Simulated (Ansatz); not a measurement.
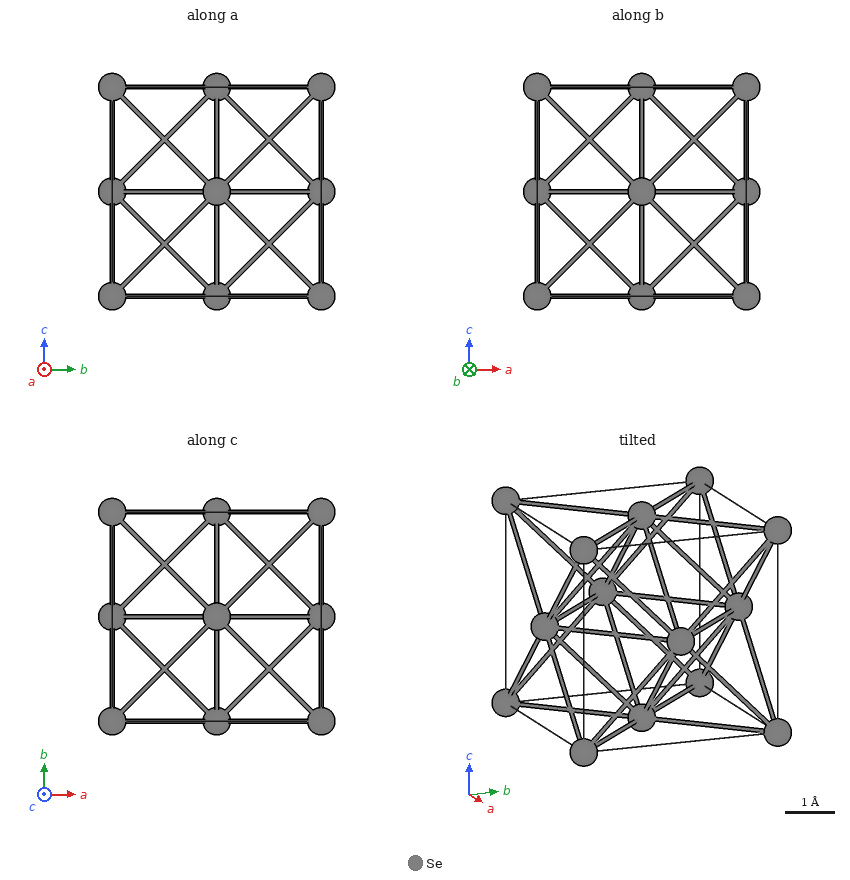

The image is a ball-and-stick drawing of a crystal, viewed along the a axis, along the b axis, along the c axis and slightly off an axis. Atoms at the boundary of the conventional unit cell (the box) are drawn once for each face, edge or corner they touch.

Lattice parameters: a = 4.341 Å, b = 4.341 Å, c = 4.341 Å, α = 90.00°, β = 90.00°, γ = 90.00°.

Put the structure into a table of Wyckoff sites.

Space group Fm-3m (No. 225).
| atom | site | x | y | z |
| --- | --- | --- | --- | --- |
| Se | 4a | 0.0000 | 0.0000 | 0.0000 |

Provenance: a structure type filled with this element by a generator (whether the element takes this form wasn't checked). Earlier steps of the study may have refined or changed the cell and positions. A calculation with Ansatz used it as input.
